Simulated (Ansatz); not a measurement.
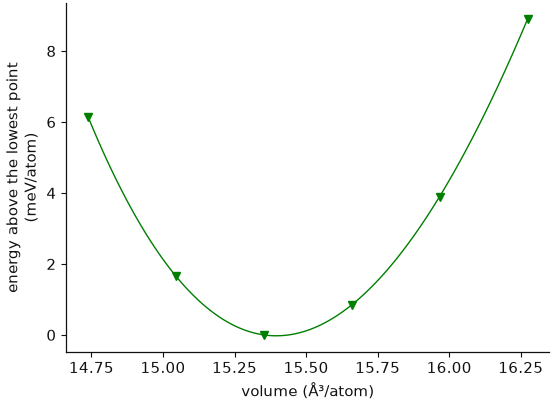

The figure shows the energy above the lowest point against volume for Zn, space group Im-3m (No. 229) (one of a set of cubic test structures, which need not be the stable phase).

Calculation (Ansatz 0.2.0 development build): equation of state of a cubic crystal from periodic Kohn-Sham density functional theory without spin, third-order Birch-Murnaghan fit to the free energies; pressure corrected for the finite basis. Level: PBE.

- structure type: bcc
- atoms in cell: 1
- space group number: 229
- lattice centring: body-centred primitive
- k mesh: 25×25×25
- occupation method: Fermi–Dirac
- occupation width: 0.06123 eV
- wave cutoff: 660 eV
- datasets: hand-made PAW
- density tolerance: 1e−09 eV
- bands: 14
- density cutoff ratio: 4
- search for lower states: default

From this curve and the settings, what does the calculation give for the pressure at the same points?

The pressure falls from 3.146 GPa at volume 14.74 Å³/atom to −3.069 GPa at 16.27 Å³/atom, and changes sign near 15.40 Å³/atom.

```json
{"volume (Å³/atom)": "14.74", "pressure (GPa)": "3.146"}
{"volume (Å³/atom)": "15.05", "pressure (GPa)": "1.573"}
{"volume (Å³/atom)": "15.35", "pressure (GPa)": "0.180"}
{"volume (Å³/atom)": "15.66", "pressure (GPa)": "-1.041"}
{"volume (Å³/atom)": "15.97", "pressure (GPa)": "-2.121"}
{"volume (Å³/atom)": "16.27", "pressure (GPa)": "-3.069"}
```

Limits of the calculation: cubic model structure, not the ambient form.
